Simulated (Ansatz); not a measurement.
# BeS: band-structure calculation

The run: band-structure calculation of BeS (I4/mmm, 2 atoms in the cell). Method and program: DFT, r2SCAN, plane waves, PAW, no spin polarisation (Ansatz 0.2.0).

The structure was built on a prototype by a generator. The geometry comes from this level: r2SCAN (a point of a series of strains). It belongs to a series of runs on one base structure; here: epitaxial_xy strain +0.4%.

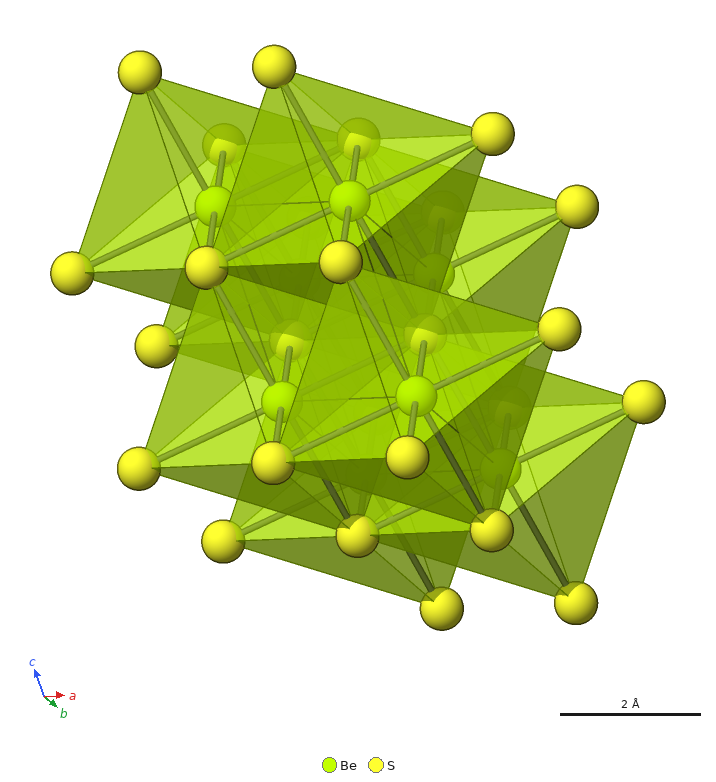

Figure 1. The structure as given in the input (polyhedral view of the reduced cell, seen at an oblique angle; polyhedra are completed across the faces of the cell).

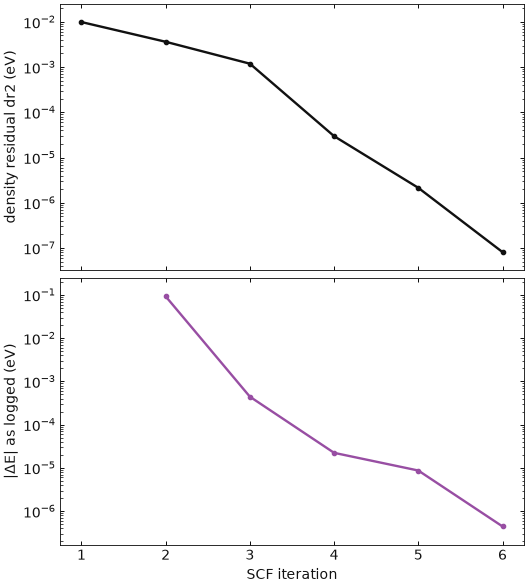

Figure 2. Convergence of the self-consistent field: density residual dr2 and size of the energy change against the SCF iteration. The residual falls at every step.

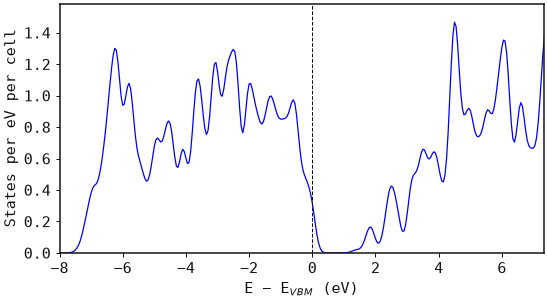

Figure 3. Density of states (the curve is built from the levels of the k mesh with Gaussians 0.3 eV wide, which also blur the band edges), with energies from the valence-band top. There is a gap of 1.33 eV on the k-point mesh. Small ripples come from the finite k-point mesh.

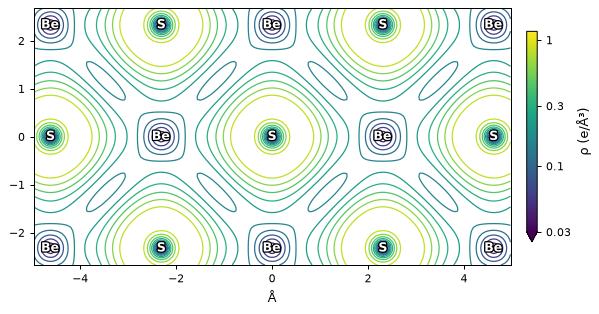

Figure 4. Valence electron density on the (110) plane of the conventional cell. The section cuts through Be and S sites. Be–S (2.31 Å): ρ at the midpoint is about 0.44 e/Å³. Away from the nuclei the density in this plane falls to 0.14 e/Å³ at its lowest. In a PAW calculation such maps are meaningful between the atoms, not at the nuclei.

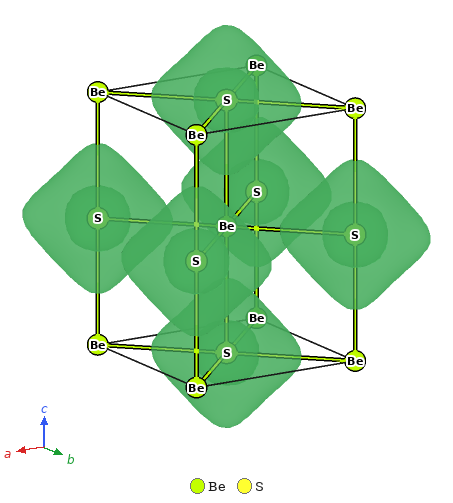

Figure 5. Isosurface of the electron localisation function at 0.75 (green), seen at an oblique angle. Only the valence region is drawn (cores and ρ < 0.01 e/Å³ removed). Sticks mark near contacts. The outline is the cell set on symmetry axes. Values along the shortest contacts: Be–S (2.31 Å): the ELF is about 0.85 at the midpoint.

These pictures come from the run below.

## Input file
```yaml
crystal:
  lattice:
    - [0.0, 2.3258712109, 2.3093480371]
    - [2.3258712109, 0.0, 2.3093480371]
    - [2.3258712109, 2.3258712109, 0.0]
  atoms:
    - { symbol: Be, position: [0.0, 0.0, 0.0] }
    - { symbol: S, position: [0.5, 0.5, 0.5] }
kpoints:
  mp_grid: { grid: [10, 10, 10] }
  band_path:
    path:
      - [0.0, 0.0, 0.0]
      - [0.5, 0.0, 0.5]
      - [0.625, 0.25, 0.625]
      - [0.375, 0.375, 0.75]
      - [0.5, 0.5, 0.5]
      - [0.5, 0.25, 0.75]
      - [0.15, 0.15, 0.3]
    npoints: 1
hamiltonian:
  xc: r2scan
scf:
  occupations: { method: fixed }
  n_extra_bands: 4
output:
  forces: true
  stress: true
  eigenvalues: true
  write_density: true
  write_potential: true
  elf: true
  volumetric_format: npy
```

Run as:
```bash
ansatz run input.yaml --threads 4 --pin off --max-ram 3686MiB --backend cpu --events-out ev --progress --plain --runs-dir out
```

## The program's output
```
scf.n_extra_bands = 4 over 4 filled bands (N_el = 8.0): the run solves 8 bands
Engine: ansatz 0.2.0, x86_64-unknown-linux-gnu
Pseudopotentials: kind: paw
Pseudopotential: Be, paw, valence charge 2, recommended cutoff 500 eV (meta_gga), Be.paw.azcp
Pseudopotential: S, paw, valence charge 6, recommended cutoff 500 eV (meta_gga), S.paw.azcp
Functional definition: r2SCAN
  parameter k0 = 0.174
  parameter k1 = 0.065
  parameter a1 = 4.9479
  exchange = r2scan_x(k0 = k0, k1 = k1, a1 = a1)
  correlation = r2scan_c
Crystal: 2 atoms, lattice volume = 24.986 Å³
Basis set: ecut = 500 eV, 609 PW (Γ), exchange–correlation on 96×96×96 points (64 copies of the dense FFT grid, shifted against one another)
Bands: 8, of which v1, the nominal top of the filled ones, is band 4 counted from 1 (3 counted from 0)
Symmetry: 16 space group operations
Space group: I4/mmm (ITA 139), of the structure as read, at distance tolerance 2.9e-5 Å
k-points: 102 of 1000
Non-local potential: Be, projectors of the file, l = 0: 2, l = 1: 2, l = 2: 1
Non-local potential: S, projectors of the file, l = 0: 2, l = 1: 2, l = 2: 2
PAW form: soft (Blöchl's): semilocal exchange-correlation on the pseudo side does not see the compensation charge
PAW frozen core: Be, regenerated for the run's functional (the file was generated under x = pbe(κ = 0.804, μ = 0.2195149727645171), c = pbe(β = 0.06672455060314922))
PAW frozen core: S, regenerated for the run's functional (the file was generated under x = pbe(κ = 0.804, μ = 0.2195149727645171), c = pbe(β = 0.06672455060314922))
PAW one-centre angular grid: Be, 302 points (default); XC on 255 of its mesh's 2635 points in the sphere
PAW one-centre angular grid: S, 302 points (default); XC on 160 Gauss nodes
Initial density: superposition of atomic densities (neutral atoms: chi_scale 0, normalization atom), corrected by the library's trained network
Initial wavefunctions: pseudopotential atomic-orbital guess
Functional: x = r2scan, c = r2scan; τ floored in thin density (d = 2e-4 eV/Å³)
SCF iter   1: F=—  HF=-1000.265934 eV  |F-HF|=—  |Δ(HF+E_count)|=         —  Δρ=6.29e-3  dr2=9.91e-3  dr2_τ=1.89e-2  ethr=1.77e-3  ⟨swp⟩=5.0  Hψ=5821  notcnv=0  defer=195
preconditioner: auto → none  [insulator: Δε(μ)=1.207 eV  Ē_g=13.495 eV  n_scr=0 (ndim 8)  ℏωp=21.0 eV  f_vac=0.000  ε∞_Penn≈3.4]
SCF iter   2: F=—  HF=-1000.358564 eV  |F-HF|=—  |Δ(HF+E_count)|=   9.26e-2  Δρ=3.94e-3  dr2=3.63e-3  dr2_τ=2.87e-5  ethr=1.24e-4  ⟨swp⟩=2.1  Hψ=2259  notcnv=0  defer=195
SCF iter   3: F=—  HF=-1000.359007 eV  |F-HF|=—  |Δ(HF+E_count)|=   4.43e-4  Δρ=1.82e-3  dr2=1.19e-3  dr2_τ=3.23e-5  ethr=4.53e-5  ⟨swp⟩=2.0  Hψ=1414  notcnv=0  defer=202
SCF iter   4: F=—  HF=-1000.359029 eV  |F-HF|=—  |Δ(HF+E_count)|=   2.23e-5  Δρ=3.27e-4  dr2=2.97e-5  dr2_τ=1.00e-6  ethr=1.49e-5  ⟨swp⟩=2.6  Hψ=1381  notcnv=0  defer=203
SCF iter   5: F=—  HF=-1000.359038 eV  |F-HF|=—  |Δ(HF+E_count)|=   8.69e-6  Δρ=8.48e-5  dr2=2.14e-6  dr2_τ=2.25e-8  ethr=3.71e-7  ⟨swp⟩=2.3  Hψ=1221  notcnv=0  defer=11
SCF iter   6: F=-1000.359038 eV  HF=-1000.359038 eV  |F-HF|=4.15e-9  |Δ(HF+E_count)|=   4.43e-7  Δρ=1.62e-5  dr2=8.12e-8  dr2_τ=8.75e-10  ethr=1.25e-9  ⟨swp⟩=8.1  Hψ=6361  notcnv=0
SCF 1 converged in 6 iterations: F = -1000.359038 eV  dr2 = 8.12e-8
  greatest PAW one-centre occupation: 0.872 electrons in one spin orbital (limit 2), on the S atom at site 1 (counted from 0), in its partial waves of l = 0
NSCF: frozen V_eff on 7 k-points
SCF converged after 6 iterations
Free energy (F): -1000.359038 eV
Harris-Foulkes:  -1000.359038 eV  (|F-HF|=4.15e-9)
Internal energy: -1000.359038 eV  (E = F + TS)
E sigma→0 (E₀):  -1000.359038 eV
Fermi energy:    7.686335 eV
--- Per-component energies (eV) ---
  E_band       = 14.015555
  E_kinetic    = 127.235812
  E_local      = -79.019594  (includes V_loc(G=0)·N_el)
  E_nonlocal   = 31.681019
  E_hartree    = 26.139502
  E_xc         = -111.028600
  E_vxc        = -117.411578  (∫ρ·V_xc dr)
  E_paw        = -670.145407  (= ΣΔE_a)
  E_vpaw       = -6.104231  (= ΣTr[D̂ρ^β])
  E_aug_tail   = 0.000001  (compensation charges beyond the density's cutoff)
  E_vtau       = 5.352818  (kinetic-family band-sum trace: ∫τ·v_τ [+ j·A + Jᵃ·Aᵃ] dr)
  E_ewald      = -325.099978
  E_core_change = -0.121794  (= ΣΔE_core)
  E_smearing   = -0.000000  (= −TS)
  E_closure    = 0.000000  (closes the sum)
  Σ components = -1000.359038   (vs F -1000.359038, Δ=0.00e0)
--- Forces (eV/Å), atoms counted from 1 ---
  atom   1  Be    -0.00000000     0.00000000     0.00000000
  atom   2  S      0.00000000     0.00000000     0.00000000
  max |Σ_I F_I| component: 2.96e-30 eV/Å
--- Stress (GPa, compression-positive) ---
       -0.668453       0.000000       0.000000
        0.000000      -0.668453       0.000000
        0.000000       0.000000      -0.012371
  P = ⅓ Tr σ = -0.4498 GPa (-4.498 kbar)
--- Band table (eV; the first three rows and the last of 102) ---
  k-point 0: bands = ["-7.9824", "7.4041", "7.4928", "7.4928", "13.8980", "16.9943", "16.9943", "17.0843"]
  k-point 1: bands = ["-7.8283", "6.5287", "7.3939", "7.4406", "14.2839", "16.5463", "16.6586", "16.7529"]
  k-point 2: bands = ["-7.3822", "4.5961", "7.3047", "7.3271", "13.9843", "14.8114", "14.9206", "17.6272"]
  k-point 101: bands = ["-4.5250", "0.8147", "4.4644", "4.4644", "9.0208", "12.5508", "20.6591", "20.6591"]
```

## File bands.tsv
```
# k_distance	band_0	band_1	band_2	band_3	band_4	band_5	band_6	band_7
# fermi_ev = 7.686335
# lock_threshold_ev = 1e-6
# [0, 0, 0] at k_distance = 0.000000
# [0.5, 0, 0.5] at k_distance = 1.350717
# [0.625, 0.25, 0.625] at k_distance = 1.829978
# [0.375, 0.375, 0.75] at k_distance = 2.658109
# [0.5, 0.5, 0.5] at k_distance = 3.489201
# [0.5, 0.25, 0.75] at k_distance = 4.447725
# [0.15, 0.15, 0.3] at k_distance = 5.431061
# levels_relative_to = fermi_ev
# free_energy_ev = -1000.359038
# largest_residual_norms_ev = 3.179e-4 1.263e-3 1.367e-3 1.165e-3 1.003e-3 8.797e-4 1.214e-3 1.170e-3
0.000000	-15.668784	-0.282234	-0.193578	-0.193578	6.211701	9.307989	9.307989	9.397949
1.350717	-12.271861	-6.871777	-3.233774	-3.119632	1.414389	4.897581	12.882414	13.160538
1.829978	-12.348059	-6.144548	-5.224774	-2.466624	2.766375	8.162072	8.857833	12.351736
2.658109	-12.315235	-6.153342	-5.206750	-2.516408	2.685639	8.094715	8.871061	12.311247
3.489201	-13.321874	-7.365153	-0.510193	-0.466030	4.495435	4.534191	4.882206	11.218153
4.447725	-12.207188	-5.486469	-5.483756	-3.952500	5.355609	6.250717	9.927375	9.974091
5.431061	-14.781724	-3.296110	-2.055234	0.061132	5.917731	6.311724	8.643221	8.669882
```

## File rho_z.tsv
```
# z_ang	rho[e/angstrom^3]
# format = ansatz-planar-average/11
# lattice	0.000000000	2.325871211	2.309348037
# lattice	2.325871211	0.000000000	2.309348037
# lattice	2.325871211	2.325871211	0.000000000
# sites	2
# site	4	0.000000000	0.000000000	0.000000000
# site	16	2.325871211	2.325871211	2.309348037
0.000000	1.579866e-1
0.137053	1.638585e-1
0.274107	1.812165e-1
0.411160	2.093848e-1
0.548213	2.472080e-1
0.685266	2.923340e-1
0.822320	3.402161e-1
0.959373	3.840827e-1
1.096426	4.168697e-1
1.233479	4.346332e-1
1.370533	4.390921e-1
1.507586	4.368092e-1
1.644639	4.350135e-1
1.781693	4.368092e-1
1.918746	4.390921e-1
2.055799	4.346332e-1
2.192852	4.168697e-1
2.329906	3.840827e-1
2.466959	3.402161e-1
2.604012	2.923340e-1
2.741066	2.472080e-1
2.878119	2.093848e-1
3.015172	1.812165e-1
3.152225	1.638585e-1
```

## File v_z.tsv
```
# z_ang	v_es[eV]	v_tot[eV]
# format = ansatz-planar-average/11
# xc	r2scan
# density_cutoff_ev	2000
# datasets	Be=:simpson_from_first_knot:soft:shift=0	S=:simpson_from_first_knot:soft:shift=0
# lattice	0.000000000	2.325871211	2.309348037
# lattice	2.325871211	0.000000000	2.309348037
# lattice	2.325871211	2.325871211	0.000000000
# sites	2
# site	4	0.000000000	0.000000000	0.000000000
# site	16	2.325871211	2.325871211	2.309348037
0.000000	2.586171e0	-6.555750e0
0.137053	2.779746e0	-6.494582e0
0.274107	3.291679e0	-6.308201e0
0.411160	3.951748e0	-6.016467e0
0.548213	4.522496e0	-5.843373e0
0.685266	4.690067e0	-6.171860e0
0.822320	4.243887e0	-7.150424e0
0.959373	3.287180e0	-8.596234e0
1.096426	2.258232e0	-1.000698e1
1.233479	1.507017e0	-1.103460e1
1.370533	1.068846e0	-1.173515e1
1.507586	8.606252e-1	-1.213761e1
1.644639	7.991716e-1	-1.225586e1
1.781693	8.606252e-1	-1.213761e1
1.918746	1.068846e0	-1.173515e1
2.055799	1.507017e0	-1.103460e1
2.192852	2.258232e0	-1.000698e1
2.329906	3.287180e0	-8.596234e0
2.466959	4.243887e0	-7.150424e0
2.604012	4.690067e0	-6.171860e0
2.741066	4.522496e0	-5.843373e0
2.878119	3.951748e0	-6.016467e0
3.015172	3.291679e0	-6.308201e0
3.152225	2.779746e0	-6.494582e0
```

## Results in brief

```csv
quantity,value
outcome,converged
space group (tolerance 0.01 Å),I4/mmm (139)
electrons treated,8
free energy,−1000.3590 eV
Fermi energy,7.686 eV
gap on the k-point mesh,1.33 eV
pressure,−0.45 GPa
largest force (length of the vector),under 0.001 eV/Å
hardware,"4 threads of an x86-64 CPU, shared host"
wall time,0.64 s (CPU time 2 s)
peak memory,0.48 GiB
```
